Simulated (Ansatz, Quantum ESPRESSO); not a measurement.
# 2H-MoS2, 2 layers, AA' stacking: the energy at a withheld member of a series

How the rows were computed: Quantum ESPRESSO 7.5, PBE-D3(BJ), GBRV ultrasoft. Cell and atoms are first relaxed with a D3(BJ) correction; each strained cell is then held and the atoms relax in it. A periodic run with 15 Å of vacuum in the starting cell gives the vacuum levels, and bands follow along a path. The series steps biaxial strain. Energies count from the lowest.

```
biaxial strain  energy (eV)
          -4 %       0.3194
          -3 %       0.1763
          -2 %       0.0776
          -1 %       0.0192
           0 %       0.0000
           1 %       0.0174
           2 %       0.0700
           3 %       0.1545
```

To predict: What is the energy at 4 %?

By hand: The rows at 2 % and 3 % give a slope of (0.1545 − (0.0700))/(3 − (2)) = 0.0845, so a straight line gives 0.2390 eV. A parabola through these and the row at 1 % gives 0.2709 eV.

**Check.** 0.2701 eV. The line misses by −0.0311 and the parabola by +0.0008 eV. The parabola does better.

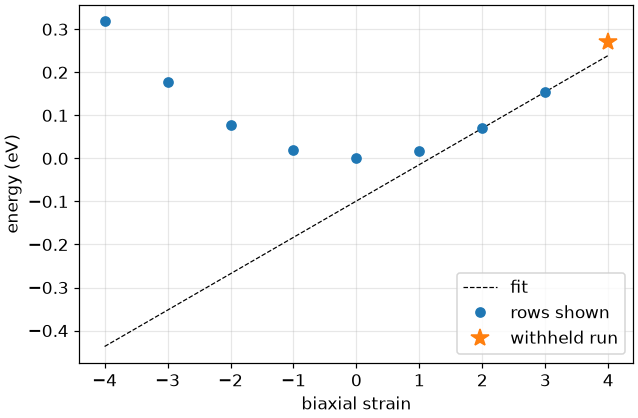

The rows shown, the fit and the withheld run.

Caveats: Semilocal gaps are too small; the 1×1 cell can't ripple over many cells under compression as a free sheet would. No spin-orbit coupling.

[Logs are printed without paths, hosts, clocks, repeated set-up lines and the standing remarks that a program may print on its own settings, such as how far it seeks lower states.]
